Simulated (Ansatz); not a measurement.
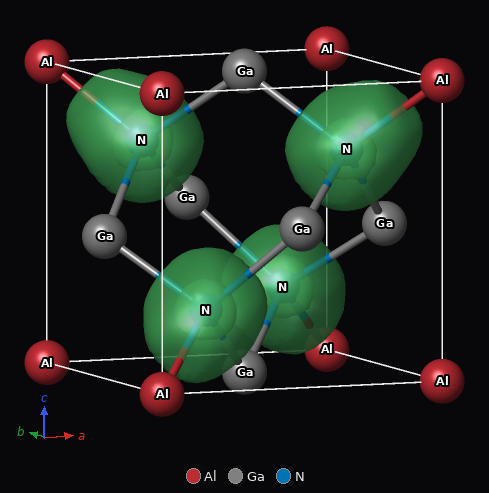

Figure. AlGa₃N₄. Isosurface of the ELF at 0.7 (green), seen slightly off an axis. Core shells and regions of very low density are left out. Sticks mark near contacts.

Space group P-4; a structure from a database of computed crystals, not necessarily the ambient phase; not relaxed (largest force 1.1 eV/Å).

Method: DFT PBEsol, scalar-relativistic, plane waves, PAW (Ansatz 0.2.0).

```cif
data_structure
_symmetry_space_group_name_H-M 'P 1'
_symmetry_Int_Tables_number 1
_cell_length_a 4.4676
_cell_length_b 4.4676
_cell_length_c 4.4676
_cell_angle_alpha 90.000
_cell_angle_beta 90.000
_cell_angle_gamma 90.000
_cell_volume 89.17
loop_
_atom_site_label
_atom_site_type_symbol
_atom_site_fract_x
_atom_site_fract_y
_atom_site_fract_z
_atom_site_occupancy
Al1 Al 0.00000 0.00000 0.00000 1
Ga1 Ga 0.50000 0.50000 0.00000 1
Ga2 Ga 0.50000 0.00000 0.52798 1
Ga3 Ga 0.00000 0.50000 0.47202 1
N1 N 0.74638 0.76368 0.24497 1
N2 N 0.76368 0.25362 0.75503 1
N3 N 0.23632 0.74638 0.75503 1
N4 N 0.25362 0.23632 0.24497 1
```

Question: What do the ELF domains correspond to?

Answer: The surface consists of four regions on N in which the atom's valence shell and bonds are merged, counted in one cell of 8 atoms. Regions shared between cells count once.

Values along the shortest contacts:
Al–N (1.90 Å): the ELF peaks at about 0.90 between the atoms, as expected for a polar covalent bond. Ga–N (1.92 Å): the ELF peaks at about 0.85 in the valence shell of N, 0.6 Å from its nucleus, and is about 0.50 at the midpoint.

Question: Does the calculation give a band gap?

Answer: It is gapped, with a Kohn–Sham gap of 2.3 eV on the k-point mesh (the band edges may lie off the mesh, which would make the gap smaller).
